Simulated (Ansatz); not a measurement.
Start from this file.

```yaml
crystal:
  lattice:
    - [2.13602, 1.23324, -0.00901]
    - [-2.13602, 1.23324, 0.00901]
    - [0.07340, 0.00000, 12.78928]
  atoms:
    - { symbol: C, position: [0.33333, 0.66667, 0.00000] }
    - { symbol: C, position: [0.00000, 0.00000, 0.33333] }
    - { symbol: C, position: [0.66667, 0.33333, 0.00000] }
    - { symbol: C, position: [0.33333, 0.66667, 0.33333] }
    - { symbol: C, position: [0.66667, 0.33333, 0.66667] }
    - { symbol: C, position: [0.00000, 0.00000, 0.66667] }
```

**What does this file describe?**

The element is carbon. Within 0.01 Å the space group is R-3m (No. 166), rhombohedral (trigonal R). The cell holds six atoms. The coordination shell of C holds three C in a trigonal planar arrangement at 1.42 Å. The bonds build C layers parallel to (001).

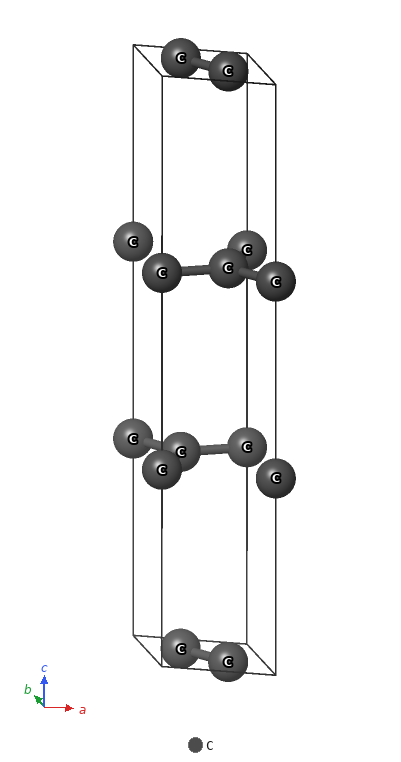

A ball-and-stick rendering, viewed slightly off an axis. The frame is the drawn cell (a repeat of the simulation cell); atoms at its boundary are shown with their periodic copies. Colours: carbon dark grey.

The cell started as a structure listed in the Materials Project. Atoms and cell were optimised with DFT PBE, scalar-relativistic, plane waves, PAW (Ansatz).
